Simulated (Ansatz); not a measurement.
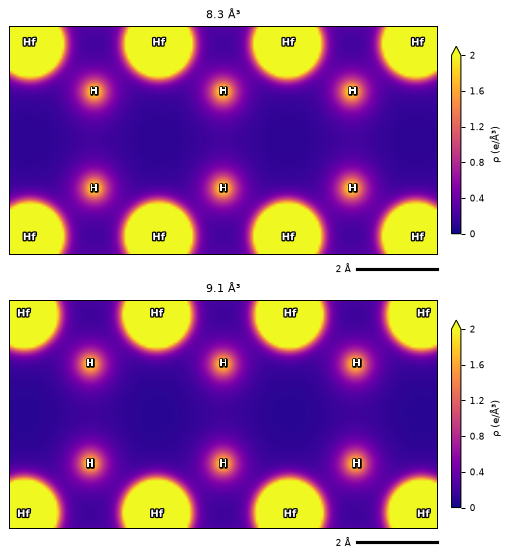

HfH2. The valence electron density of cells scaled evenly to different volumes (given per atom above each panel), on the (110) plane of each (indices in the axes of the cell below), at one length scale and on one colour scale.

A structure from a database of computed crystals, not necessarily the ambient phase.

The calculation used DFT, LDA, PAW with Ansatz's default frozen-core files, scalar-relativistic (Ansatz 0.2.0).

The largest cell:

```
CELL_PARAMETERS angstrom
-1.76465 1.76465 2.18687
1.76465 -1.76465 2.18687
1.76465 1.76465 -2.18687
ATOMIC_POSITIONS crystal
Hf 0.00000 0.00000 0.00000
H 0.25000 0.75000 0.50000
H 0.75000 0.25000 0.50000
```

| volume (Å³/atom) | Hf–H contact in the plane (Å) | ρ at its midpoint (e/Å³) | pressure (GPa) | 
| --- | --- | --- | --- |
| 8.31 | 2.015 | 0.700 | −0.3 | 
| 8.82 | 2.056 | ? | ? | 
| 9.08 | 2.076 | 0.583 | −12.4 | 

> Estimate the missing row, and compare with the calculation.

Over the known rows ln ρ falls by 3.00 per Å of Hf–H distance (the line through the two), which gives 0.619 e/Å³ at 2.056 Å; the calculation gives 0.619 e/Å³. For the pressure, a straight line in volume between the neighbouring rows gives −8.3 GPa; the calculation gives −9.0, lower because pressure rises ever faster on compression.
